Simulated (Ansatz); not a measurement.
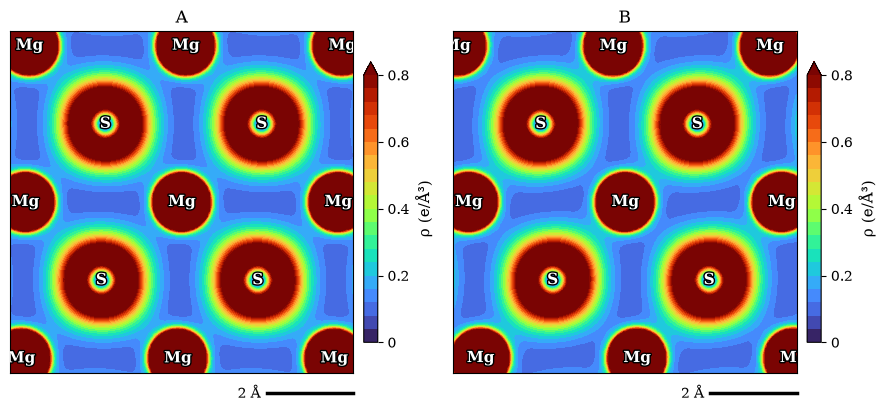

MgS. The valence pseudo-density of two cells that differ in size and shape, on the (011) plane of each (indices in the axes of the calculation cell), at one length scale and on one colour scale: B has 17.6 Å³ an atom and A 16.7.

Space group I4/mmm.

These are results of DFT PBEsol, scalar-relativistic, plane waves, PAW in Ansatz, not measurements.

Core electrons are frozen (PAW), and the valence fields are smoothed inside the atomic spheres.

### What changes from the larger cell to the smaller?

From the larger cell to the smaller, Mg–S goes from 2.47 to 2.54 Å, and the density at its midpoint from 0.34 to 0.3 e/Å³; the pressure goes from 0.2 to 3.4 GPa; the Kohn–Sham gap goes from 2.4 eV to 2.7 eV.
